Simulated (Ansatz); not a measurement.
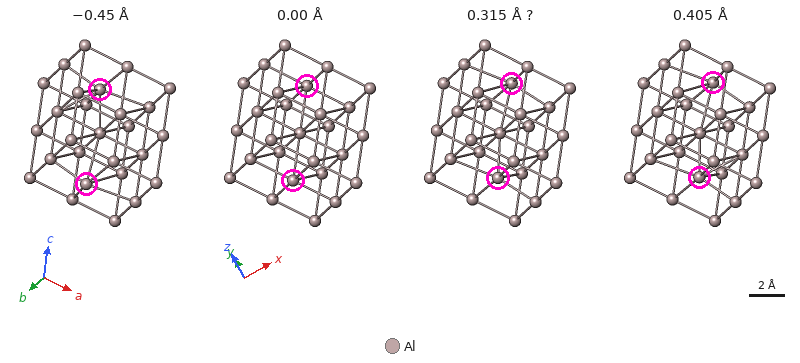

A crystal of Al (Im-3m): an Al atom (one in each cell of 8 atoms) is moved along Cartesian [1 0 0], all else fixed. The picture is a ball-and-stick view of the cell of the calculation, seen from a free direction. The ringed atoms are those of the scanned coordinate.

The calculation used DFT PBEsol, scalar-relativistic, plane waves, PAW (Ansatz). (plane-wave cutoff 420 eV; k-point mesh 14 × 14 × 14; occupations gaussian; smearing width 0.15 eV; no spin polarisation). Energies (free energies at the smearing named) are counted from the relaxed crystal.

```json
{"displacement (Å)": "−0.450", "energy change (meV/cell)": "437"}
{"displacement (Å)": "−0.270", "energy change (meV/cell)": "155"}
{"displacement (Å)": "−0.090", "energy change (meV/cell)": "17"}
{"displacement (Å)": "0.000", "energy change (meV/cell)": "0"}
{"displacement (Å)": "0.180", "energy change (meV/cell)": "69"}
{"displacement (Å)": "0.315", "energy change (meV/cell)": "?"}
{"displacement (Å)": "0.360", "energy change (meV/cell)": "278"}
{"displacement (Å)": "0.405", "energy change (meV/cell)": "353"}
```

Estimate the missing energy from the other rows, and compare with the calculation.

Answer. A straight line between the two neighbours gives 226 meV/cell. A cubic through the four nearest rows (0.000, 0.180, 0.360, 0.405) gives, with Lagrange weights, (−0.0208)(0) + (0.1750)(69) + (1.3125)(278) + (−0.4667)(353) = 212 meV/cell. The calculation gives 212 meV/cell, so the cubic is right to the digits shown and the straight line 14 meV/cell too high, as the curve bends upwards here.

The whole profile:

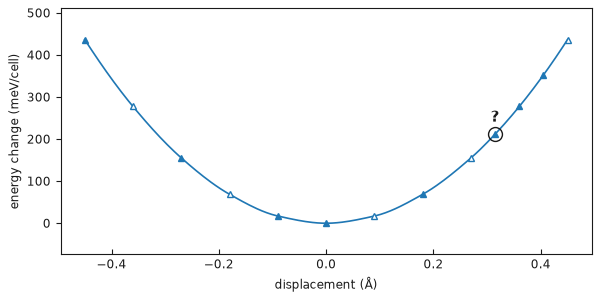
